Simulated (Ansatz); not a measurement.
Mn3S2

```xyz
15
Lattice="3.3568 0.0000 0.0000 -1.6784 2.9071 0.0000 0.0000 0.0000 23.5360" Properties=species:S:1:pos:R:3 pbc="T T T"
Mn    0.0000    0.0000    0.0000
Mn    1.6784    0.9690    7.8453
Mn    0.0000    1.9381   15.6907
Mn    0.0000    0.0000    4.8849
Mn    1.6784    0.9690   12.7302
Mn    0.0000    1.9381   20.5754
Mn    1.6784    0.9690    2.9606
Mn    0.0000    1.9381   10.8059
Mn    0.0000    0.0000   18.6511
S     0.0000    1.9381    1.5576
S     0.0000    0.0000    9.4029
S     1.6784    0.9690   17.2481
S     0.0000    1.9381    6.2879
S     0.0000    0.0000   14.1331
S     1.6784    0.9690   21.9784
```

Space group R-3m; started from the tetradymite_166 prototype, which need not be the ambient phase; spin-polarised.

Level of theory: Ansatz 0.2.0, DFT PBE, scalar-relativistic, plane waves, PAW.

The density is the valence pseudo-density of a PAW calculation; it isn't the true density close to the nuclei.

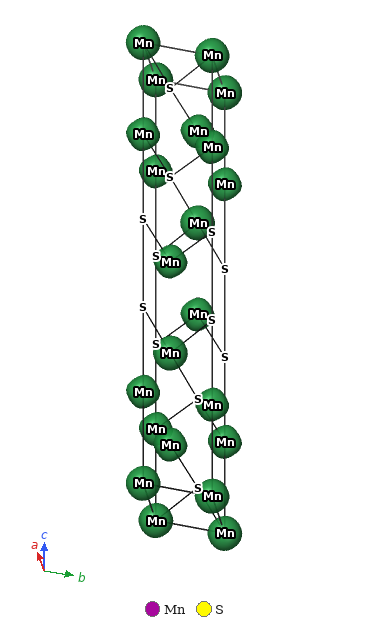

Figure 1. Isosurface of the spin density (up minus down) at +0.4 e/Å³ (green), seen at an oblique angle. Sticks mark near contacts.

**Which atoms carry the moments, and with what signs?**

The spin density sits on Mn: +3.8 μB (×3) and +3.1 μB (×6) in one cell of 15 atoms, with smaller moments on S (up to +0.06 μB): parallel main moments (a ferromagnetic arrangement) in this solution. The cell of the calculation (5 atoms) carries 10.9 μB of net spin moment.

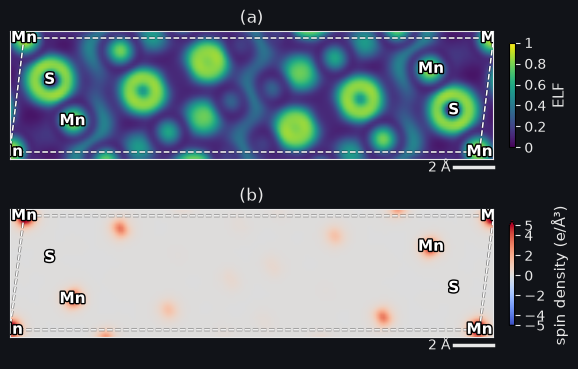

Figure 2. (a) ELF; (b) spin density on the (111) plane of the conventional cell.

**Describe what can be read from this map.**

- Atoms in the plane: Mn and S.
- Atoms just off the plane (Mn, 0.3 Å away and S, 0.4 Å away) can leave unmarked features too.
- Mn–S (2.39 Å): the ELF peaks at about 0.85 in the valence shell of S, 0.8 Å from its nucleus, and is about 0.45 at the midpoint.
- Mn–S (2.49 Å): the ELF peaks at about 0.85 in the valence shell of S, 0.8 Å from its nucleus, and is about 0.40 at the midpoint.
- The features right at Mn lie inside the PAW spheres, where the map follows smoothed inner orbitals and isn't to be read closely.

**Does the calculation give a band gap?**

It is gapless in this calculation (a metal or semimetal); semilocal functionals without U, or without the true magnetic order, often close the gap of such compounds.
